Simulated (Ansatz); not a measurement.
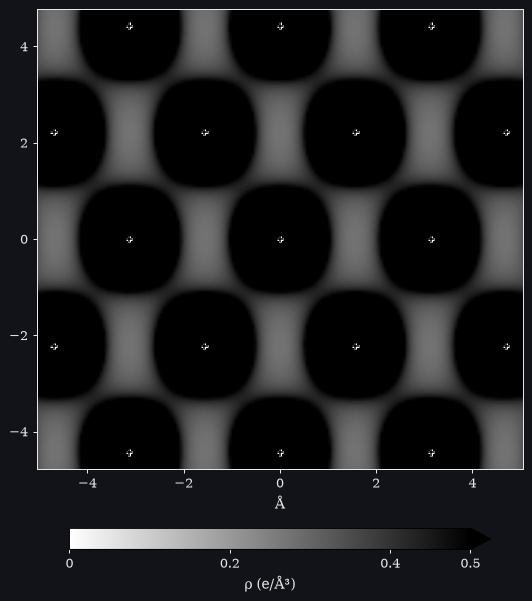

The valence charge density (pseudo) on a plane through atoms (crosses mark nuclei in the plane).

Computed with DFT LDA, scalar-relativistic, plane waves, PAW in Ansatz 0.2.0.

Candidates:
A. W, a = 3.14 Å, b = 3.14 Å, c = 3.14 Å, α = 90.00°, β = 90.00°, γ = 90.00°. Space group Im-3m; a generated structure, not necessarily the stable one.
B. SiGe3, a = 7.86 Å, b = 7.86 Å, c = 9.63 Å, α = 90.00°, β = 90.00°, γ = 120.00°. Space group R-3m; a generated structure, not necessarily the stable one.
C. GaN, a = 3.15 Å, b = 3.15 Å, c = 5.14 Å, α = 90.00°, β = 90.00°, γ = 120.00°. Space group P6₃mc; a generated structure, not necessarily the stable one.

> Which candidate gave the map?

Candidate A: W on the (11̄0) plane of the conventional cell, which holds W. W–W (2.72 Å): ρ at the midpoint is about 0.43 e/Å³.
